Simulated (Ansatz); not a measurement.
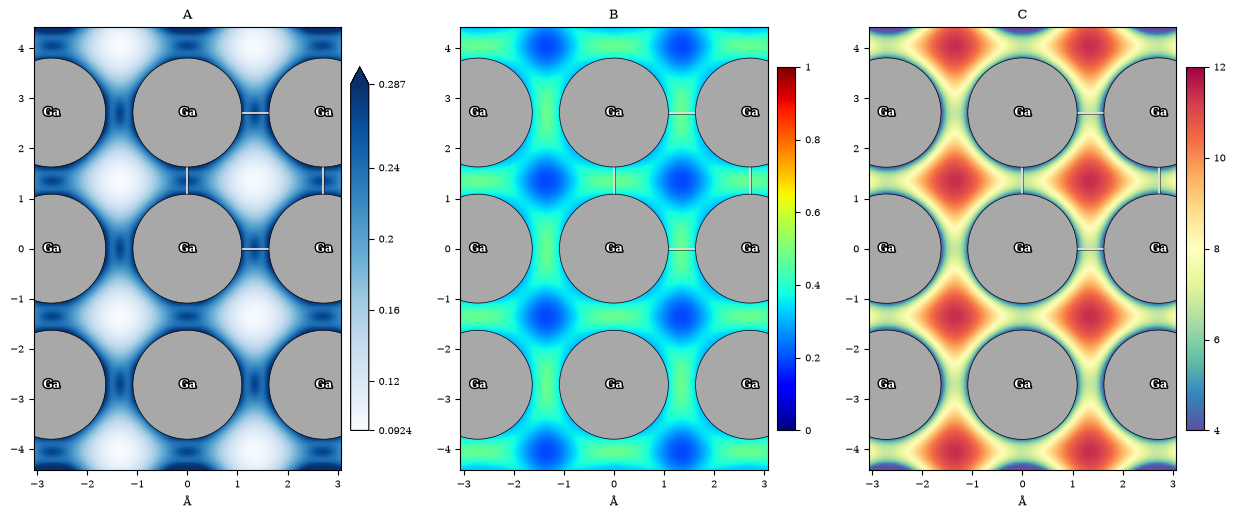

Ga: 3 fields on the (001) plane of the conventional cell, with unlabelled colour scales. Grey discs cover the atomic cores.

Space group Pm-3m; computed without spin polarisation.

Method: DFT PBE, scalar-relativistic, plane waves, PAW in Ansatz 0.2.0.

**Match the panels to the quantities (electron localisation function, electrostatic potential energy of an electron and valence pseudo-density).**

Panel A: valence pseudo-density. Panel B: electron localisation function. Panel C: electrostatic potential energy of an electron (low next to the atoms, rising into the space between them). From the grid: Ga–Ga (2.72 Å): ρ at the midpoint is about 0.28 e/Å³, with its minimum of 0.24 e/Å³ about 1.5 Å from Ga; the ELF is about 0.50 at the midpoint.
